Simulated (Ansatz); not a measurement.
Geometry relaxation, with input and output: Al2O3 (part 1 of 2)

Al2O3 (Pbcn, 20 atoms in the cell), computed with DFT PBE, scalar-relativistic, plane waves, PAW, no spin polarisation (Ansatz 0.2.0).

The structure derives from a Materials Project entry. Figures and captions count atoms from 1; the log counts them from 0 in places.

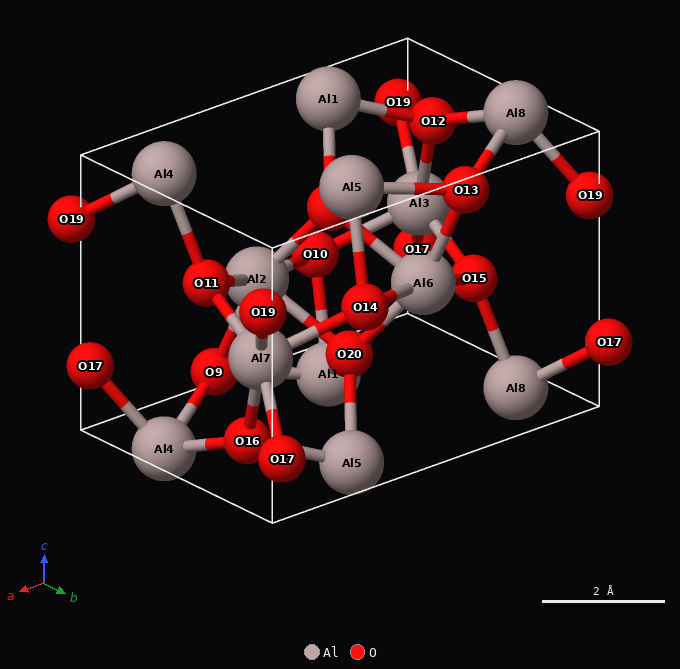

The starting structure (ball-and-stick view of the cell of the calculation, seen at an oblique angle; atoms are numbered from 1 in the order of the input). Near neighbours in the crystal (not all of them lie inside the picture): Al has 6 O at 1.87 to 2.03 Å; O has 4 Al at 1.87 to 2.03 Å.

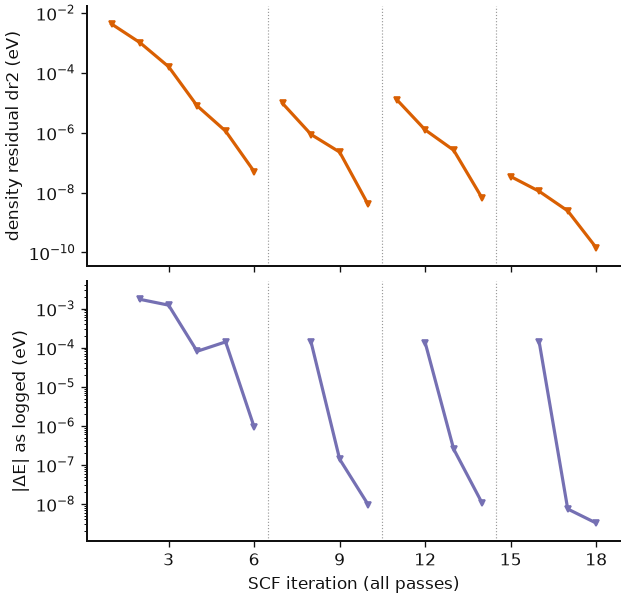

Convergence of the self-consistent field: density residual dr2 and size of the energy change against the SCF iteration. The dotted lines part the SCF passes of the relaxation: geometry steps, rejected trials and re-solves on a re-selected basis. The passes take 6, 4, 4 and 4 iterations.

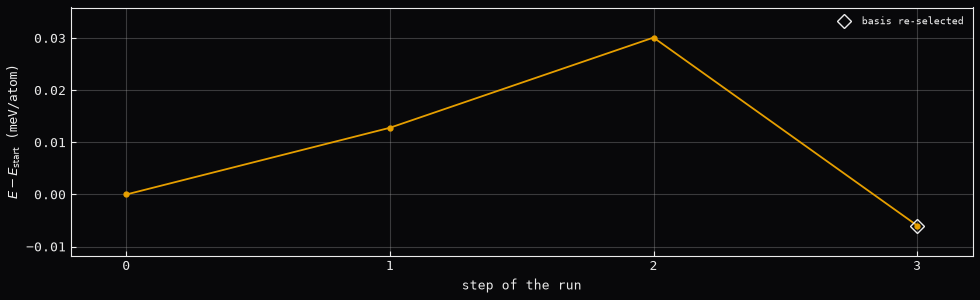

Progress of the relaxation, step by step (the first geometry is step 0 here and step 1 in the log). After 2 geometry steps the energy has risen by next to nothing (0.0 meV per atom). The largest force component goes from 0.0073 to 0.0023 eV/Å. Pressure: 0.17 GPa at the start and 0.00 GPa at the end. The atoms keep their places relative to the cell (all moves are under 0.005 Å). The volume changes by +0.1 %, with a 7.090 → 7.091 Å (0.0 %), b 4.847 → 4.848 Å (0.0 %), c 4.985 → 4.987 Å (0.0 %). The space group stays Pbcn (No. 60). A last SCF at the same geometry on a re-selected plane-wave basis shifts the energy by next to nothing (0.0 meV per atom).

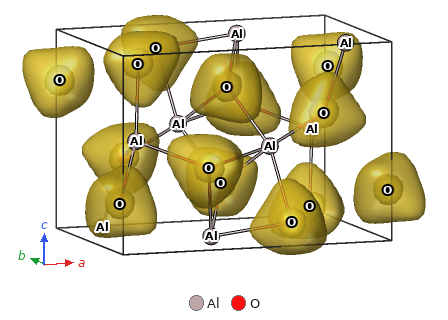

Isosurface of the ELF at 0.7 (yellow), seen slightly off an axis. Core shells and regions of very low density are left out. Sticks mark near contacts. The outline is the cell set on symmetry axes. Profiles from the grid: Al–O (1.87 Å): the ELF is about 0.80 at the midpoint. Al–O (1.93 Å): the ELF is about 0.80 at the midpoint. The fields are those of the smooth PAW valence density.

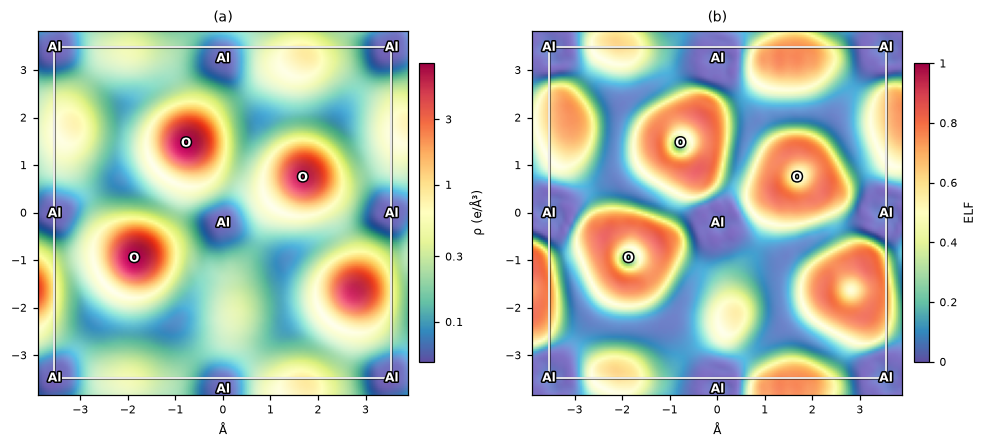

(a) valence charge density (pseudo); (b) ELF on the (011) plane of the conventional cell. The section cuts through Al and O sites. Al–O (1.87 Å): the density is about 0.64 e/Å³ at the midpoint; the ELF is about 0.80 at the midpoint. Al–O (1.93 Å): ρ is about 0.57 e/Å³ halfway; the ELF is about 0.80 at the midpoint. Al–O (1.97 Å): the density is about 0.52 e/Å³ at the midpoint; the ELF is about 0.75 at the midpoint. Al–O (2.03 Å): the density is about 0.46 e/Å³ at the midpoint; the ELF is about 0.75 at the midpoint. Away from the nuclei the density in this plane falls to 0.07 e/Å³ at its lowest.

The input and output of the run follow.

Input file
```yaml
crystal:
  lattice:
    - [7.089941, 0.0, 0.0]
    - [0.0, 4.846933, 0.0]
    - [0.0, 0.0, 4.985404]
  atoms:
    - { symbol: Al, position: [0.390395, 0.252152, 0.030514] }
    - { symbol: Al, position: [0.609605, 0.252152, 0.469486] }
    - { symbol: Al, position: [0.109605, 0.247848, 0.530514] }
    - { symbol: Al, position: [0.890395, 0.247848, 0.969486] }
    - { symbol: Al, position: [0.609605, 0.747848, 0.969486] }
    - { symbol: Al, position: [0.390395, 0.747848, 0.530514] }
    - { symbol: Al, position: [0.890395, 0.752152, 0.469486] }
    - { symbol: Al, position: [0.109605, 0.752152, 0.030514] }
    - { symbol: O, position: [0.654002, 0.107021, 0.101976] }
    - { symbol: O, position: [0.345998, 0.107021, 0.398024] }
    - { symbol: O, position: [0.845998, 0.392979, 0.601976] }
    - { symbol: O, position: [0.154002, 0.392979, 0.898024] }
    - { symbol: O, position: [0.345998, 0.892979, 0.898024] }
    - { symbol: O, position: [0.654002, 0.892979, 0.601976] }
    - { symbol: O, position: [0.154002, 0.607021, 0.398024] }
    - { symbol: O, position: [0.845998, 0.607021, 0.101976] }
    - { symbol: O, position: [0.0, 0.049404, 0.25] }
    - { symbol: O, position: [0.5, 0.450596, 0.75] }
    - { symbol: O, position: [0.0, 0.950596, 0.75] }
    - { symbol: O, position: [0.5, 0.549404, 0.25] }
basis:
  ecutwfc: 420
kpoints:
  mp_grid: { grid: [4, 6, 6] }
hamiltonian:
  xc: pbe
scf:
  occupations: { method: gaussian, width: 0.02 }
output:
  forces: true
  stress: true
  eigenvalues: true
  write_density: true
  write_potential: true
  elf: true
  volumetric_format: npy
relax:
  adjacent_minimum: "off"
  f_tol: 0.005
  max_steps: 80
  cell: { stress_tol: 0.05 }
```

Run as:
```bash
ansatz run input.yaml --threads 8 --pin off --max-ram 22528MiB --backend cpu --events-out ev --progress --plain --runs-dir out
```

Output
```
Engine: ansatz 0.2.0, aarch64-unknown-linux-gnu
Pseudopotentials: kind: paw
Pseudopotential: Al, paw, valence charge 3, recommended cutoff 420 eV (normal), Al.paw.azcp
Pseudopotential: O, paw, valence charge 6, recommended cutoff 420 eV (normal), O.paw.azcp
Functional definition: PBE
  parameter kappa = 0.804
  parameter beta = 0.06672455060314922
  exchange = pbe_x(kappa = kappa, mu = beta*pi^2/3)
  correlation = pbe_c(beta = beta)
Crystal: 20 atoms, lattice volume = 171.321 Å³
Basis set: ecut = 420 eV, 3351 PW (Γ), exchange–correlation on 96×72×72 points (8 copies of the dense FFT grid, shifted against one another)
Bands: 68, of which v1, the nominal top of the filled ones, is band 48 counted from 1 (47 counted from 0)
Symmetry: 8 space group operations
Space group: Pbcn (ITA 60), of the structure as read, at distance tolerance 5.6e-5 Å
k-points: 48 of 144
Non-local potential: Al, projectors of the file, l = 0: 2, l = 1: 2, l = 2: 1
Non-local potential: O, projectors of the file, l = 0: 2, l = 1: 2, l = 2: 1
PAW form: soft (Blöchl's): semilocal exchange-correlation on the pseudo side does not see the compensation charge
PAW one-centre angular grid: Al, 110 points (default); XC on 64 Gauss nodes
PAW one-centre angular grid: O, 110 points (default); XC on 64 Gauss nodes
Initial density: superposition of atomic densities (neutral atoms: chi_scale 0, normalization atom), corrected by the library's trained network
Initial wavefunctions: pseudopotential atomic-orbital guess
Functional: x = pbe(κ = 0.804, μ = 0.2195149727645171), c = pbe(β = 0.06672455060314922)
SCF iter   1: F=—  HF=-11137.349286 eV  |F-HF|=—  |Δ(HF+E_count)|=         —  Δρ=2.07e-3  dr2=4.26e-3  ethr=1.77e-3  ⟨swp⟩=6.6  Hψ=15106  notcnv=0  defer=245
preconditioner: auto → Resta (q_TF=auto, 2.477 Å⁻¹)  ε∞=3.7  [insulator: Δε(μ)=5.309 eV  Ē_g=16.842 eV  σ=0.020 eV  W_gap=1.00  n_scr=36 (ndim 8)  ℏωp=27.8 eV  f_vac=0.000  D(μ)=0.00/eV (n_scr^D=0)  ε∞_Penn≈3.7]
SCF iter   2: F=—  HF=-11137.351012 eV  |F-HF|=—  |Δ(HF+E_count)|=   1.73e-3  Δρ=1.07e-3  dr2=1.01e-3  ethr=4.43e-6  ⟨swp⟩=2.0  Hψ=6375  notcnv=0  defer=662
SCF iter   3: F=—  HF=-11137.352247 eV  |F-HF|=—  |Δ(HF+E_count)|=   1.23e-3  Δρ=3.48e-4  dr2=1.60e-4  ethr=1.06e-6  ⟨swp⟩=3.0  Hψ=5611  notcnv=0  defer=662
SCF iter   4: F=—  HF=-11137.352328 eV  |F-HF|=—  |Δ(HF+E_count)|=   8.10e-5  Δρ=8.67e-5  dr2=7.91e-6  ethr=1.66e-7  ⟨swp⟩=2.0  Hψ=4379  notcnv=0  defer=662
SCF iter   5: F=—  HF=-11137.352469 eV  |F-HF|=—  |Δ(HF+E_count)|=   1.41e-4  Δρ=3.36e-5  dr2=1.13e-6  ethr=8.23e-9  ⟨swp⟩=2.0  Hψ=4617  notcnv=0  defer=662
SCF iter   6: F=-11137.352470 eV  HF=-11137.352470 eV  |F-HF|=4.02e-8  |Δ(HF+E_count)|=   9.38e-7  Δρ=6.62e-6  dr2=5.05e-8  ethr=1.04e-10  ⟨swp⟩=15.1  Hψ=25573  notcnv=0
SCF 1 converged in 6 iterations: F = -11137.352470 eV  dr2 = 5.05e-8
  greatest PAW one-centre occupation: 0.861 electrons in one spin orbital (limit 2), on the O atom at site 19 (counted from 0), in its partial waves of l = 0
relax step   1: F+E_penalty+E_count = -11137.35247014 eV  Δ(F+E_penalty+E_count) = +0.000e0 eV  max|allowed force component| = 7.289e-3 eV/Å  Δτ_max = 0.0000 Å  P = +0.167 GPa  Ω = 171.321 Å³  (6 SCF iters, dr2 threshold 1.00e-7 eV, accepted)
Crystal: 20 atoms, lattice volume = 171.378 Å³
Initial density: handed on by an earlier stage of this run
Initial wavefunctions: those handed on with the density
iter 1 solved again at ethr=9.50e-9 eV; its pass at ethr=3.10e-3 eV (dr2=9.12e-6 eV) is discarded
SCF iter   1: F=—  HF=-11137.352077 eV  |F-HF|=—  |Δ(HF+E_count)|=         —  Δρ=8.06e-5  dr2=9.46e-6  ethr=9.50e-9  ⟨swp⟩=2.2  Hψ=10775  notcnv=0
preconditioner: auto → Resta (q_TF=auto, 2.477 Å⁻¹)  ε∞=3.7  [insulator: Δε(μ)=5.316 eV  Ē_g=16.844 eV  σ=0.020 eV  W_gap=1.00  n_scr=36 (ndim 8)  ℏωp=27.8 eV  f_vac=0.000  D(μ)=0.00/eV (n_scr^D=0)  ε∞_Penn≈3.7]
SCF iter   2: F=—  HF=-11137.352214 eV  |F-HF|=—  |Δ(HF+E_count)|=   1.37e-4  Δρ=2.52e-5  dr2=8.68e-7  ethr=9.50e-9  ⟨swp⟩=2.0  Hψ=4996  notcnv=0
SCF iter   3: F=—  HF=-11137.352214 eV  |F-HF|=—  |Δ(HF+E_count)|=   1.40e-7  Δρ=1.19e-5  dr2=2.25e-7  ethr=1.25e-10  ⟨swp⟩=11.0  Hψ=20545  notcnv=0
SCF iter   4: F=-11137.352214 eV  HF=-11137.352214 eV  |F-HF|=9.84e-10  |Δ(HF+E_count)|=   9.57e-9  Δρ=1.70e-6  dr2=4.00e-9  ethr=1.25e-10  ⟨swp⟩=7.6  Hψ=17281  notcnv=0
SCF 2 converged in 4 iterations: F = -11137.352214 eV  dr2 = 4.00e-9
relax step   2: F+E_penalty+E_count = -11137.35221394 eV  Δ(F+E_penalty+E_count) = +2.562e-4 eV  max|allowed force component| = 4.561e-3 eV/Å  Δτ_max = 0.0002 Å  P = +0.085 GPa  Ω = 171.378 Å³  energy of the carried Pulay correction = -3.196e-4 eV  (4 SCF iters, dr2 threshold 1.20e-7 eV, accepted)
Crystal: 20 atoms, lattice volume = 171.444 Å³
iter 1 solved again at ethr=1.30e-8 eV; its pass at ethr=3.10e-3 eV (dr2=1.24e-5 eV) is discarded
SCF iter   1: F=—  HF=-11137.351733 eV  |F-HF|=—  |Δ(HF+E_count)|=         —  Δρ=8.94e-5  dr2=1.28e-5  ethr=1.30e-8  ⟨swp⟩=2.9  Hψ=10774  notcnv=0
preconditioner: auto → Resta (q_TF=auto, 2.477 Å⁻¹)  ε∞=3.7  [insulator: Δε(μ)=5.312 eV  Ē_g=16.839 eV  σ=0.020 eV  W_gap=1.00  n_scr=36 (ndim 8)  ℏωp=27.8 eV  f_vac=0.000  D(μ)=0.00/eV (n_scr^D=0)  ε∞_Penn≈3.7]
SCF iter   2: F=—  HF=-11137.351868 eV  |F-HF|=—  |Δ(HF+E_count)|=   1.35e-4  Δρ=2.75e-5  dr2=1.24e-6  ethr=1.30e-8  ⟨swp⟩=2.0  Hψ=4992  notcnv=0
SCF iter   3: F=—  HF=-11137.351868 eV  |F-HF|=—  |Δ(HF+E_count)|=   2.53e-7  Δρ=1.24e-5  dr2=2.60e-7  ethr=1.29e-9  ⟨swp⟩=2.0  Hψ=4985  notcnv=0
SCF iter   4: F=-11137.351868 eV  HF=-11137.351868 eV  |F-HF|=2.25e-9  |Δ(HF+E_count)|=   1.04e-8  Δρ=2.18e-6  dr2=6.47e-9  ethr=2.73e-11  ⟨swp⟩=8.0  Hψ=19473  notcnv=0
SCF 3 converged in 4 iterations: F = -11137.351868 eV  dr2 = 6.47e-9
relax step   3: F+E_penalty+E_count = -11137.35186799 eV  Δ(F+E_penalty+E_count) = +3.459e-4 eV  max|allowed force component| = 2.261e-3 eV/Å  Δτ_max = 0.0002 Å  P = -0.007 GPa  Ω = 171.444 Å³  energy of the carried Pulay correction = -6.934e-4 eV  (4 SCF iters, dr2 threshold 2.62e-8 eV, accepted)
Initial wavefunctions: pseudopotential atomic-orbital guess (no wavefunctions were taken with the density)
iter 1 solved again at ethr=2.14e-8 eV; its pass at ethr=3.10e-3 eV (dr2=2.05e-5 eV) is discarded
SCF iter   1: F=—  HF=-11137.352450 eV  |F-HF|=—  |Δ(HF+E_count)|=         —  Δρ=9.51e-6  dr2=3.44e-8  ethr=2.14e-8  ⟨swp⟩=5.7  Hψ=25700  notcnv=0  defer=1
preconditioner: auto → Resta (q_TF=auto, 2.477 Å⁻¹)  ε∞=3.7  [insulator: Δε(μ)=5.312 eV  Ē_g=16.840 eV  σ=0.020 eV  W_gap=1.00  n_scr=36 (ndim 8)  ℏωp=27.8 eV  f_vac=0.000  D(μ)=0.00/eV (n_scr^D=0)  ε∞_Penn≈3.7]
SCF iter   2: F=—  HF=-11137.352589 eV  |F-HF|=—  |Δ(HF+E_count)|=   1.39e-4  Δρ=4.24e-6  dr2=1.10e-8  ethr=3.58e-11  ⟨swp⟩=2.5  Hψ=5844  notcnv=0
SCF iter   3: F=—  HF=-11137.352589 eV  |F-HF|=—  |Δ(HF+E_count)|=   7.42e-9  Δρ=2.18e-6  dr2=2.45e-9  ethr=1.15e-11  ⟨swp⟩=2.0  Hψ=4990  notcnv=0
SCF iter   4: F=-11137.352589 eV  HF=-11137.352589 eV  |F-HF|=2.18e-11  |Δ(HF+E_count)|=   3.23e-9  Δρ=3.21e-7  dr2=1.44e-10  ethr=1.00e-12  ⟨swp⟩=7.1  Hψ=17970  notcnv=0
SCF 4 converged in 4 iterations: F = -11137.352589 eV  dr2 = 1.44e-10
relax step   4: F+E_penalty+E_count = -11137.35258874 eV  Δ(F+E_penalty+E_count) = -7.208e-4 eV  max|allowed force component| = 2.264e-3 eV/Å  Δτ_max = 0.0000 Å  P = +0.001 GPa  Ω = 171.444 Å³  stress off target by 1.51e-2 GPa  SCF on the basis re-selected at this cell (its energy is not comparable with the rows above)  (4 SCF iters)
basis re-selected at this cell: Δ(F+E_penalty+E_count) = -7.208e-4 eV, ΔP = +0.008 GPa vs the last step (what re-selecting the basis moved, of the pressure what is left beyond the Pulay correction that the steps carried, after the strain that the cell walked since its last selection, with what the two solves' SCF thresholds leave and, on support functions, any second-order correction that the steps lacked; it is no measure of the basis error at this ecutwfc). This SCF's stress stands 1.51e-2 GPa from its target on what of the cell is left free (relax.cell.stress_tol is 5.00e-2 GPa) and its largest allowed force component is 2.26e-3 eV/Å (relax.f_tol is 5.00e-3 eV/Å): within both
SCF converged after 4 iterations
Free energy (F): -11137.352589 eV
Harris-Foulkes:  -11137.352589 eV  (|F-HF|=2.18e-11)
Internal energy: -11137.352589 eV  (E = F + TS)
E sigma→0 (E₀):  -11137.352589 eV
Fermi energy:    10.561661 eV
```
